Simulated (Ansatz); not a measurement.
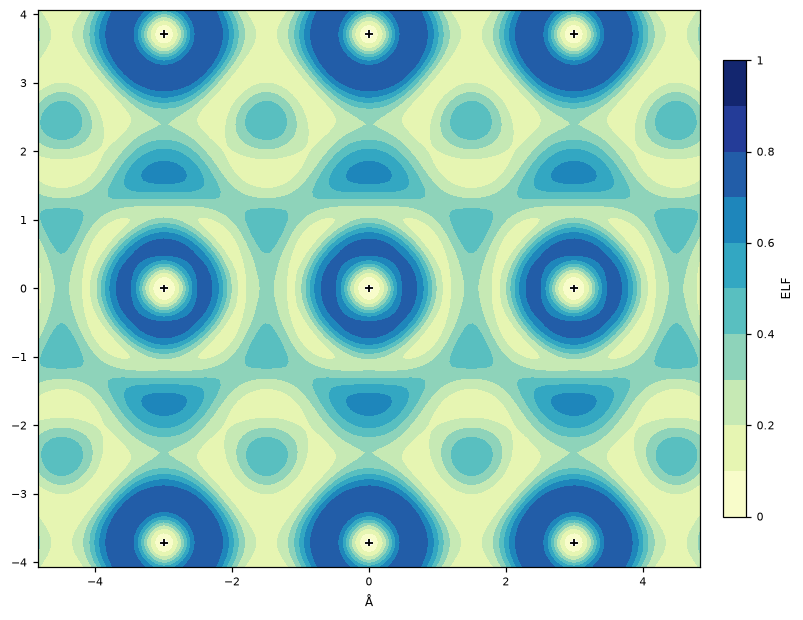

The ELF on a plane through atoms (crosses mark nuclei in the plane).

The calculation used Ansatz, Kohn-Sham DFT of a periodic cell, PBEsol, Ansatz PAW.

Candidates:
A. SiNi3, a = 3.54 Å, b = 3.54 Å, c = 3.54 Å, α = 90.00°, β = 90.00°, γ = 90.00°. Space group Pm-3m; computed pressure about −14 GPa in this cell.
B. WS2, a = 3.18 Å, b = 3.18 Å, c = 16.95 Å, α = 90.00°, β = 90.00°, γ = 120.00°. Space group P-6m2; a structure from a database of computed crystals, not necessarily the ambient phase.
C. Ta3N, a = 2.99 Å, b = 2.99 Å, c = 7.42 Å, α = 90.00°, β = 90.00°, γ = 120.00°. Space group P-3m1; a structure from a database of computed crystals, not necessarily the ambient phase; computed pressure about 2 GPa in this cell.

**Which system is this?**

Candidate C: Ta3N on the (100) plane of the conventional cell, which holds Ta and N. Ta–Ta (2.99 Å): the ELF is about 0.30 at the midpoint.
